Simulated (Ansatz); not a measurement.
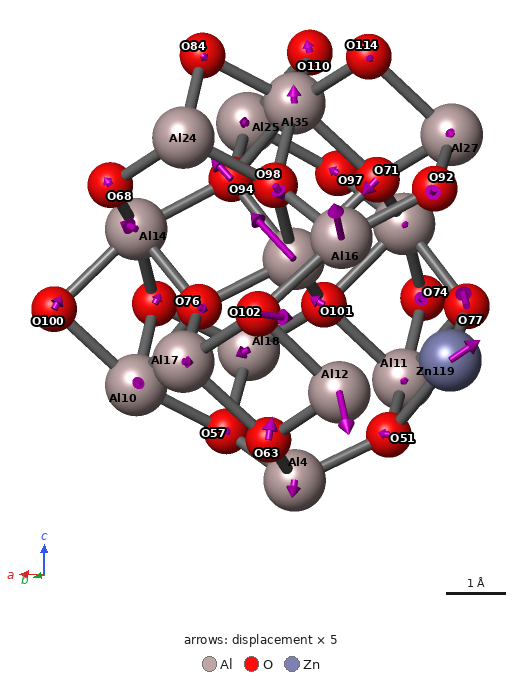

This is a relaxation of a defect cell of composition Al47O71Zn (cell charge +1). The starting structure is drawn; purple arrows show the displacements, 5 times their true length.

Style: ball-and-stick. Shown: the atoms within 4.2 Å of the atom that moves most (axes of the cell of the calculation (origin shifted)), from a free direction.

Computed with DFT, PBEsol, PAW, plane waves in Ansatz. Settings: plane-wave cutoff 420 eV; k-point mesh 1 × 1 × 1; mesh shifted by (0.25, 0.25, 0.25); collinear spin; atoms relaxed in a fixed cell; force threshold 0.03 eV/Å; at most 80 steps.

Q: Describe the change and its energy.

A: The energy falls by 4.116 eV per cell of the calculation in 5 geometry steps. Largest force component: 2.9 eV/Å at the start, 0.026 eV/Å at the end. The atom that moves furthest is an Al atom (0.26 Å along [2 0 1]). Largest moves by element: Al 0.26 Å, O 0.16 Å, Zn 0.13 Å. The lattice vectors keep their values. Among the contacts that change: Al–O 1.950 → 1.801 Å, Al–O 2.015 → 1.895 Å, O–Zn 1.963 → 2.074 Å, Al–O 1.930 → 2.025 Å. Bond angles that change, for instance: Al–O–Al 93.7° → 110.1°, O–Al–O 85.4° → 94.1°, O–Al–O 93.4° → 101.7°. The program noted that the starting moments weren't kept.

Limits of the set-up: the cell is charged, on a uniform background, and energies carry no finite-size correction.
